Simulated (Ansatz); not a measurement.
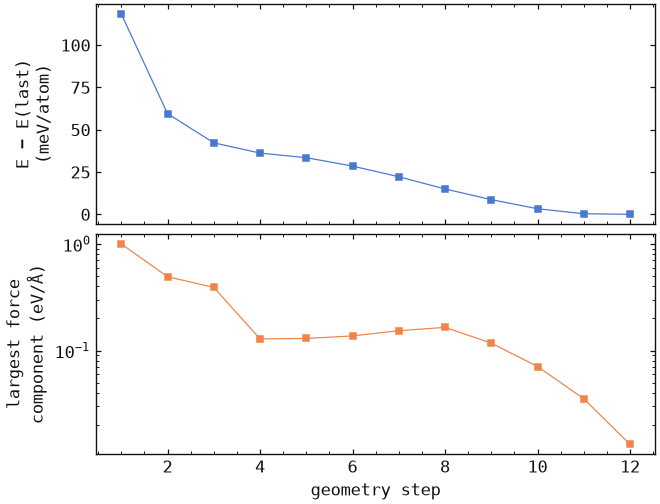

History of a geometry optimisation. Only the atoms move.

System: NaH (14 atoms in the cell).
Method: DFT PBEsol, scalar-relativistic, plane waves, PAW in Ansatz; cutoff 420 eV, 1×1×1 k-mesh, Gaussian smearing of 0.05 eV.

How did it end, and what did it gain?

The optimisation met its thresholds at geometry 12, counting the start as the first. The energy fell by about 120 meV/atom from the first step to the last. The largest force component goes from about 1 eV/Å at the start to 0.013 eV/Å at the end.
